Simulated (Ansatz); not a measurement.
**Two runs on Ir**

System: Ir (slab, 6 atoms in the cell).
Method of the first run: DFT, PBEsol, PAW with Ansatz's default frozen-core files, scalar-relativistic, no spin polarisation (Ansatz 0.2.0).

Text and figures count atoms from 1; the logs count them from 0 in places.

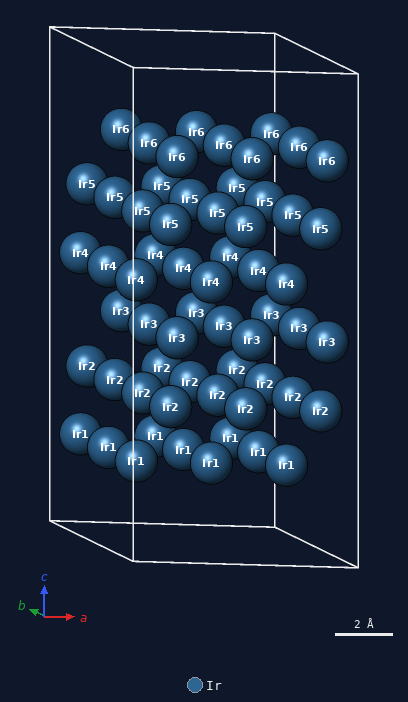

Fig. 1: The input geometry (spheres-only view of the 3 × 3 repeat of the cell, with the vacuum cut short, seen slightly off an axis; atoms are numbered from 1 in the order of the input).

## The input, the first run
```yaml
crystal:
  lattice:
    - [2.7091695293, 0.0, 0.0]
    - [-1.3545847646, 2.3462096355, 0.0]
    - [0.0, 0.0, 27.0601]
  atoms:
    - { symbol: Ir, position: [0.1666666667, 0.3333333333, 0.2975314506] }
    - { symbol: Ir, position: [0.5, 1.0, 0.3775878029] }
    - { symbol: Ir, position: [0.8333333333, 0.6666666667, 0.4590008068] }
    - { symbol: Ir, position: [0.1666666667, 0.3333333333, 0.5409991932] }
    - { symbol: Ir, position: [0.5, 1.0, 0.6224121964] }
    - { symbol: Ir, position: [0.8333333333, 0.6666666667, 0.7024685495] }
kpoints:
  mp_grid: { grid: [14, 14, 1] }
scf:
  occupations: { method: fermi_dirac, width: 0.08 }
hamiltonian:
  xc: pbesol
  pseudopotentials: { kind: paw }
output:
  forces: true
  stress: true
  eigenvalues: true
efield:
  axis: 3
  amplitude: 0.2
  dipole_correction: true
```

Command:
```bash
ansatz run input.yaml --threads 2 --pin off --max-ram 5120MiB --backend cpu --events-out ev --progress --plain --runs-dir out
```

Hardware: 2 threads of Intel Xeon (Granite Rapids), 16 GiB of memory available, shared host.

## Output, shortened to warnings, some set-up lines, iterations and results (the first run)
```
Basis set: ecut = 420 eV, 3397 PW (Γ), exchange–correlation on 40×40×384 points (8 copies of the dense FFT grid, shifted against one another)
Symmetry: 6 space group operations
k-points: 24 of 196 (time reversal used)
Initial density: superposition of atomic densities (neutral atoms: chi_scale 0, normalization atom, screened)
[...]
SCF iter   1: F=—  HF=-70792.933519 eV  |F-HF|=—  |Δ(HF+E_count)|=         —  Δρ=3.71e-2  dr2=2.52e0  ethr=2.46e-3  p=0.098 e·Å  D=1.03e-1 V/Å  ΔV_dip=-2.80 eV  …
SCF iter   2: F=—  HF=-70792.897090 eV  |F-HF|=—  |Δ(HF+E_count)|=   3.64e-2  Δρ=3.04e-2  dr2=2.55e0  ethr=2.46e-3  p=0.100 e·Å  D=1.05e-1 V/Å  ΔV_dip=-2.84 eV  …
SCF iter   3: F=—  HF=-70792.150465 eV  |F-HF|=—  |Δ(HF+E_count)|=   7.47e-1  Δρ=4.44e-3  dr2=8.37e-2  ethr=2.46e-3  p=0.099 e·Å  D=1.04e-1 V/Å  ΔV_dip=-2.82 eV  …
SCF iter   4: F=—  HF=-70792.141853 eV  |F-HF|=—  |Δ(HF+E_count)|=   8.61e-3  Δρ=2.04e-3  dr2=1.09e-2  ethr=8.20e-5  p=0.100 e·Å  D=1.05e-1 V/Å  ΔV_dip=-2.83 eV  …
SCF iter   5: F=—  HF=-70792.139294 eV  |F-HF|=—  |Δ(HF+E_count)|=   2.56e-3  Δρ=6.39e-4  dr2=9.15e-4  ethr=1.07e-5  p=0.100 e·Å  D=1.05e-1 V/Å  ΔV_dip=-2.84 eV  …
SCF iter   6: F=—  HF=-70792.139350 eV  |F-HF|=—  |Δ(HF+E_count)|=   5.59e-5  Δρ=2.60e-4  dr2=2.19e-4  ethr=8.97e-7  p=0.100 e·Å  D=1.05e-1 V/Å  ΔV_dip=-2.85 eV  …
SCF iter   7: F=—  HF=-70792.139383 eV  |F-HF|=—  |Δ(HF+E_count)|=   3.33e-5  Δρ=8.61e-5  dr2=1.97e-5  ethr=2.14e-7  p=0.100 e·Å  D=1.05e-1 V/Å  ΔV_dip=-2.85 eV  …
SCF iter   8: F=—  HF=-70792.139737 eV  |F-HF|=—  |Δ(HF+E_count)|=   3.54e-4  Δρ=4.39e-5  dr2=2.71e-6  ethr=1.93e-8  p=0.100 e·Å  D=1.05e-1 V/Å  ΔV_dip=-2.85 eV  …
SCF iter   9: F=—  HF=-70792.139737 eV  |F-HF|=—  |Δ(HF+E_count)|=   6.70e-7  Δρ=1.00e-5  dr2=2.62e-7  ethr=2.66e-9  p=0.100 e·Å  D=1.05e-1 V/Å  ΔV_dip=-2.85 eV  …
SCF iter  10: F=-70792.139737 eV  HF=-70792.139737 eV  |F-HF|=1.31e-9  |Δ(HF+E_count)|=   3.74e-9  Δρ=2.48e-6  dr2=1.23e-8  ethr=9.80e-11  p=0.100 e·Å  D=1.05e-1 V/Å  …
SCF 1 converged in 10 iterations: F = -70792.139737 eV  dr2 = 1.23e-8
SCF converged after 10 iterations
Free energy (F): -70792.139737 eV
Harris-Foulkes:  -70792.139737 eV  (|F-HF|=1.31e-9)
Internal energy: -70792.000188 eV  (E = F + TS)
E sigma→0 (E₀):  -70792.069963 eV
Entropy (-TS):   -0.139549 eV (-23.258 meV/atom)
Fermi energy:    9.780762 eV
Dipole field:    D = 0.105374 V/Å  (p = 0.100162 e·Å, saw-weighted, corrected)
Work function:   not extracted (applied field tilts the vacuum); planar V_es + V_field profile in the machine report
Levels:          The Fermi level and band energies are counted from a zero that moves with the ramp; work functions are not
--- Per-component energies (eV) ---
  E_band       = -2110.965575
  E_kinetic    = 3734.669813
  E_local      = -185054.150609  (includes V_loc(G=0)·N_el)
  E_nonlocal   = 456.226870
  E_hartree    = 90976.733158
  E_xc         = -1595.888995
  E_vxc        = -1794.010149  (∫ρ·V_xc dr)
  E_paw        = -54532.378356  (= ΣΔE_a)
  E_vpaw       = -1407.163566  (= ΣTr[D̂ρ^β])
  E_aug_tail   = 0.000317  (compensation charges beyond the density's cutoff)
  E_efield     = -0.014755  (sawtooth field / dipole correction)
  E_vefield    = -0.009478  (∫n·V_field dr)
  E_ewald      = 75221.210661
  E_core_change = 1.591709  (= ΣΔE_core)
  E_smearing   = -0.139549  (= −TS)
  E_closure    = 0.000000  (closes the sum)
  Σ components = -70792.139737   (vs F -70792.139737, Δ=0.00e0)
--- Forces (eV/Å), atoms counted from 1 ---
  atom   1  Ir     0.00000000     0.00000000    -0.00334931
  atom   2  Ir     0.00000000     0.00000000     0.00197728
  atom   3  Ir    -0.00000000    -0.00000000    -0.00190134
  atom   4  Ir     0.00000000     0.00000000     0.00714535
  atom   5  Ir    -0.00000000    -0.00000000    -0.00253221
  atom   6  Ir    -0.00000000    -0.00000000    -0.00135394
  max |Σ_I F_I| component: 1.42e-5 eV/Å
--- Stress (GPa, compression-positive) ---
       -3.878555       0.000000      -0.000000
        0.000000      -3.878555      -0.000000
       -0.000000      -0.000000       0.004998
  P = ⅓ Tr σ = -2.5840 GPa (-25.840 kbar)
```

For the second run the input was changed thus:
```diff
-  mp_grid: { grid: [14, 14, 1] }
+  mp_grid: { grid: [7, 7, 1] }
+  initial_density: { chi_scale: 0.0 }
+  write_density: true
+  write_potential: true
+  elf: true
+  volumetric_format: npy
```

What does this change do to the results?

The free energy of the second run is 32.5 meV per atom lower, which comes mainly from the change of mesh; a solver setting shouldn't move a converged energy. The largest force goes from 0.007 to 0.230 eV/Å. The SCF takes 11 iterations against 10. The irreducible k-points go from 24 to 8. On the same kind of shared host the second run took about 0.5 times as long. The two runs start from different initial densities, which also moves the count.

## Output, shortened to warnings, some set-up lines, iterations and results (the second run)
```
WARN: The output density's exchange-correlation potential varies sharply where the density is thin. Do not read a vacuum level from v_tot or v_xc, or from such a field of the output density. On a cell that repeats whose density bears no net charge and no dipole along the vacuum's axis use v_es (v_loc + v_h of the components); under efield.dipole_correction with no amplitude use v_es + v_field, …
Basis set: ecut = 420 eV, 3397 PW (Γ), exchange–correlation on 40×40×384 points (8 copies of the dense FFT grid, shifted against one another)
Symmetry: 6 space group operations
k-points: 8 of 49 (time reversal used)
Initial density: superposition of atomic densities (chi_scale 0, normalization cell)
[...]
SCF iter   1: F=—  HF=-70795.064236 eV  |F-HF|=—  |Δ(HF+E_count)|=         —  Δρ=6.98e-2  dr2=2.83e2  ethr=3.10e-3  p=0.000 e·Å  D=7.24e-11 V/Å  ΔV_dip=-0.00 eV  …
SCF iter   2: F=—  HF=-70793.160689 eV  |F-HF|=—  |Δ(HF+E_count)|=    1.90e0  Δρ=3.52e-2  dr2=3.90e0  ethr=3.10e-3  p=0.079 e·Å  D=8.27e-2 V/Å  ΔV_dip=-2.24 eV  …
SCF iter   3: F=—  HF=-70792.521927 eV  |F-HF|=—  |Δ(HF+E_count)|=   6.39e-1  Δρ=1.35e-2  dr2=8.17e-1  ethr=3.10e-3  p=0.086 e·Å  D=9.00e-2 V/Å  ΔV_dip=-2.44 eV  …
SCF iter   4: F=—  HF=-70792.350318 eV  |F-HF|=—  |Δ(HF+E_count)|=   1.72e-1  Δρ=5.36e-3  dr2=7.89e-2  ethr=8.01e-4  p=0.092 e·Å  D=9.72e-2 V/Å  ΔV_dip=-2.63 eV  …
SCF iter   5: F=—  HF=-70792.335962 eV  |F-HF|=—  |Δ(HF+E_count)|=   1.44e-2  Δρ=1.36e-3  dr2=8.25e-3  ethr=7.73e-5  p=0.095 e·Å  D=1.00e-1 V/Å  ΔV_dip=-2.71 eV  …
SCF iter   6: F=—  HF=-70792.335216 eV  |F-HF|=—  |Δ(HF+E_count)|=   7.46e-4  Δρ=5.63e-4  dr2=1.42e-3  ethr=8.09e-6  p=0.098 e·Å  D=1.03e-1 V/Å  ΔV_dip=-2.79 eV  …
SCF iter   7: F=—  HF=-70792.334999 eV  |F-HF|=—  |Δ(HF+E_count)|=   2.18e-4  Δρ=1.55e-4  dr2=1.35e-4  ethr=1.39e-6  p=0.099 e·Å  D=1.05e-1 V/Å  ΔV_dip=-2.83 eV  …
SCF iter   8: F=—  HF=-70792.335003 eV  |F-HF|=—  |Δ(HF+E_count)|=   3.88e-6  Δρ=5.73e-5  dr2=1.68e-5  ethr=1.32e-7  p=0.100 e·Å  D=1.05e-1 V/Å  ΔV_dip=-2.85 eV  …
SCF iter   9: F=—  HF=-70792.334980 eV  |F-HF|=—  |Δ(HF+E_count)|=   2.22e-5  Δρ=1.18e-5  dr2=9.42e-7  ethr=1.64e-8  p=0.101 e·Å  D=1.06e-1 V/Å  ΔV_dip=-2.87 eV  …
SCF iter  10: F=—  HF=-70792.334981 eV  |F-HF|=—  |Δ(HF+E_count)|=   2.77e-7  Δρ=6.22e-6  dr2=2.17e-7  ethr=9.80e-11  p=0.101 e·Å  D=1.06e-1 V/Å  ΔV_dip=-2.87 eV  …
SCF iter  11: F=-70792.334981 eV  HF=-70792.334981 eV  |F-HF|=1.54e-8  |Δ(HF+E_count)|=   2.98e-9  Δρ=2.13e-6  dr2=1.79e-8  ethr=9.80e-11  p=0.101 e·Å  D=1.06e-1 V/Å  …
SCF 1 converged in 11 iterations: F = -70792.334981 eV  dr2 = 1.79e-8
WARN: The output density's exchange-correlation potential varies sharply where the density is thin. Do not read a vacuum level from v_tot or v_xc, or from such a field of the output density. On a cell that repeats whose density bears no net charge and no dipole along the vacuum's axis use v_es …
SCF converged after 11 iterations
Free energy (F): -70792.334981 eV
Harris-Foulkes:  -70792.334981 eV  (|F-HF|=1.54e-8)
Internal energy: -70792.217220 eV  (E = F + TS)
E sigma→0 (E₀):  -70792.276100 eV
Entropy (-TS):   -0.117761 eV (-19.627 meV/atom)
Fermi energy:    9.707148 eV
Dipole field:    D = 0.106064 V/Å  (p = 0.100818 e·Å, saw-weighted, corrected)
[...]
```

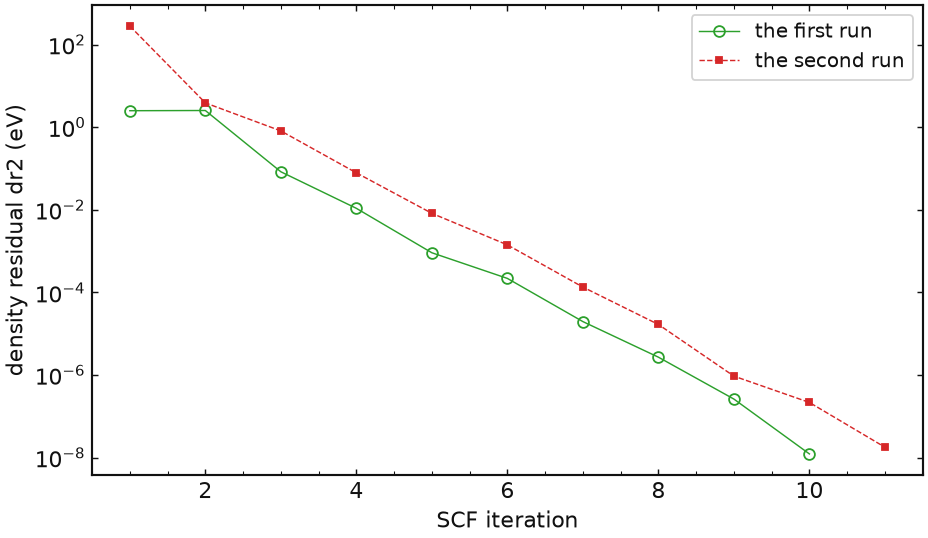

Fig. 2: Convergence of the two runs: density residual dr2 against the SCF iteration. The first run takes 10 iterations in all, and the second run takes 11.

## The two runs side by side

```tsv
quantity	the first run	the second run
outcome	converged	converged
free energy per atom (eV)	−11798.6900	−11798.7225
energy per atom, smearing taken to zero (eV)	−11798.6783	−11798.7127
largest force (eV/Å)	0.007	0.230
SCF iterations	10	11
irreducible k-points	24	8
plane waves at Γ	3397	3397
wall time (shared host)	7.3 s	3.7 s
```

For both runs: Spin–orbit coupling is left out, which matters for Ir. For the second run: These settings are looser than, or depart from, a standard set-up, so the numbers are not reference values for this system. Warnings: the exchange-correlation potential is rough where the density is thin.
